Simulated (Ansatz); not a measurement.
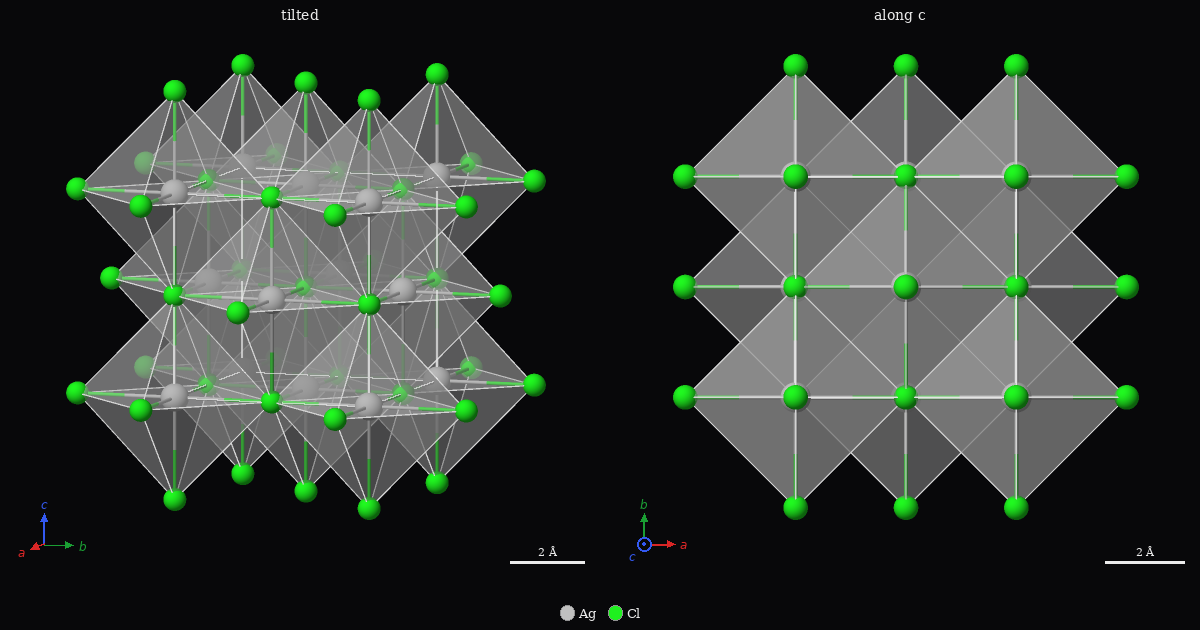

Drawn in the polyhedral manner and seen slightly off an axis and along the c axis. One conventional unit cell is framed, with atoms on its boundary repeated. Some neighbours outside the box are added. Cell: a = 5.61 Å, b = 5.61 Å, c = 5.61 Å, α = 90.00°, β = 90.00°, γ = 90.00°.

The starting point was a structure type filled with these elements by a generator (whether the compound takes this form wasn't checked). Earlier steps of the study may have refined or changed the cell and positions. Ansatz was used for an electronic-structure calculation on it.

Q: Summary of the structure:

A: Its composition is AgCl. The structure has Fm-3m (No. 225) symmetry and a face-centred cubic lattice. This arrangement goes by the name rock salt (NaCl type). The cell has 8 atoms, namely 4 Ag, 4 Cl. The polyhedra are AgCl6 octahedra; they share corners and edges. Each Ag has six Cl in an octahedral arrangement at about 2.8 Å. The Cl atoms are each bonded to six Ag in an octahedral arrangement at about 2.8 Å.

Electronic-structure method: Ansatz, DFT PBEsol, scalar-relativistic, plane waves, PAW. Parameters: a plane-wave cutoff of 420 eV, k-points about 0.24 Å⁻¹ apart, Gaussian smearing of 0.02 eV, no spin polarisation.

Q: What is the electronic character?

A: A semiconductor at this level, with a gap of 0.75 eV, indirect.

Q: What are the atomic charges by Bader's partition?

A: Ag +0.56 e; Cl -0.56 e.

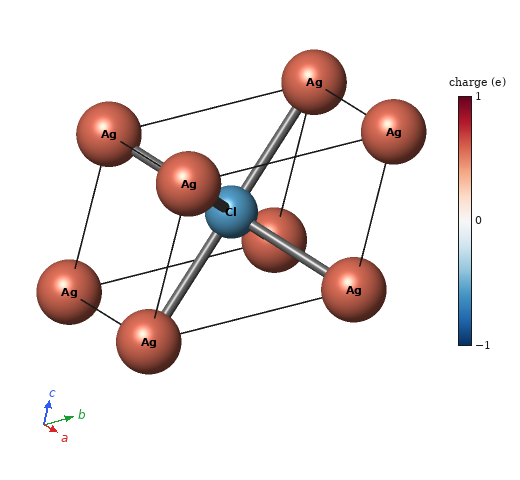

The atoms coloured by those charges. The run's cell of 2 atoms is drawn, so axes and origin can differ from the first picture.

Q: Does the calculation find this structure at rest?

A: No. All forces vanish to within 0.01 eV/Å. The pressure is -4.0 GPa, so the cell would contract.
